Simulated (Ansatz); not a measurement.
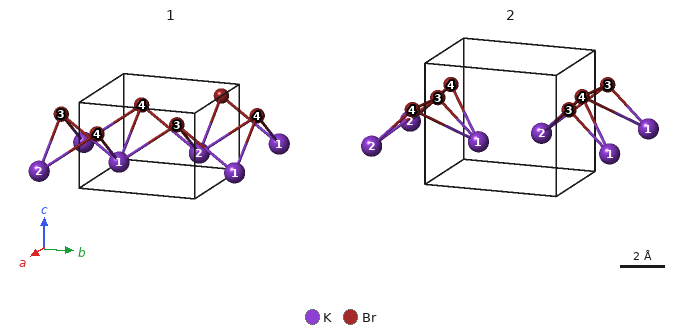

Two geometries of crystalline KBr (built on the random type) (coarse preliminary run), drawn at one scale. One is the start of a relaxation, the other its converged end. The picture is a ball-and-stick view of the cell of the calculation, seen slightly off an axis.

Level of theory: DFT PBE, scalar-relativistic, plane waves, PAW in Ansatz 0.2.0. Settings: plane-wave cutoff 420 eV; k-point mesh 4 × 4 × 4; occupations gaussian; smearing width 0.1 eV; no spin polarisation; cell and atoms relaxed; force threshold 0.04 eV/Å; at most 70 steps.

Which one is relaxed?

Structure 1 is the relaxed one. Case: random cell with space group Pma2 (No. 28). After 14 accepted moves (15 points after the start) the energy has fallen by 1581 meV per atom. The largest force component goes from 0.84 to 0.013 eV/Å. Pressure: 6.94 GPa at the start and −0.03 GPa at the end. At 1 point the geometry stayed and the basis and grid were re-selected for the new cell (energy shift of 0.1 meV per atom at most each time). The largest moves relative to the cell, 1.59 Å, are those of Br3 and Br4. Br4 goes along [0 3 1]. By element the largest moves are Br 1.59 Å, K 0.58 Å. Cell: a 5.008 → 5.772 Å (+15.3 %), b 6.428 → 5.661 Å (−11.9 %), c 5.724 → 4.047 Å (−29.3 %). Volume −28.2 %. Some distances before and after: K1–Br3 5.852 → 3.481 Å, K1–Br4 5.108 → 3.529 Å, Br3–Br4 2.522 → 4.052 Å, K1–Br3 (another image) 4.829 → 3.473 Å. New bonds form: K1–Br3 (4.30 → 3.49 Å), K1–Br3 (4.83 → 3.47 Å), K1–Br3 (5.85 → 3.48 Å), K1–Br4 (5.11 → 3.53 Å). Bond angles that change, for instance: Br4–K1–Br4 80.0° → 110.1°, K2–Br3–K2 80.0° → 110.1°, K1–Br3–K2 95.0° → 70.4°. The space group stays Pma2 (No. 28).
